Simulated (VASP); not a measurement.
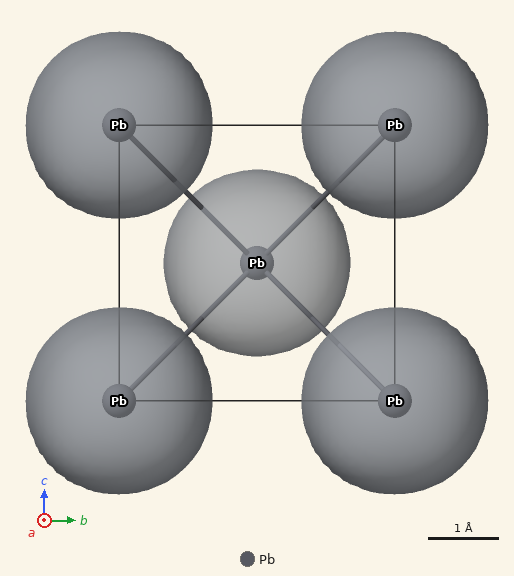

Pb. Isosurface of the valence charge density (pseudo) at 0.2 e/Å³ (grey), seen along the a axis. Sticks mark near contacts.

Space group Im-3m; a structure from a database of computed crystals, not necessarily the ambient phase; computed pressure about 2 GPa in this cell.

Computed with VASP 6.6.1, Kohn-Sham DFT of a periodic cell, RPBE, VASP PAW PBE potentials, recommended, release 54.

In a PAW calculation such maps are meaningful between the atoms, not at the nuclei.

```cif
data_structure
_symmetry_space_group_name_H-M 'P 1'
_symmetry_Int_Tables_number 1
_cell_length_a 3.9593
_cell_length_b 3.9593
_cell_length_c 3.9593
_cell_angle_alpha 90.000
_cell_angle_beta 90.000
_cell_angle_gamma 90.000
_cell_volume 62.07
loop_
_atom_site_label
_atom_site_type_symbol
_atom_site_fract_x
_atom_site_fract_y
_atom_site_fract_z
_atom_site_occupancy
Pb1 Pb 0.00000 0.00000 0.00000 1
Pb2 Pb 0.50000 0.50000 0.50000 1
```

Which contacts does the surface bridge?

Answer. At this value the density breaks into separate islands; it holds about 85 % of the electrons treated as valence. It bridges none of the near contacts. It is pinched off along the shortest Pb–Pb (3.43 Å) contacts. On the grid the lowest density along these lines, outside the cores, is 0.13 e/Å³ (Pb–Pb, 3.43 Å).
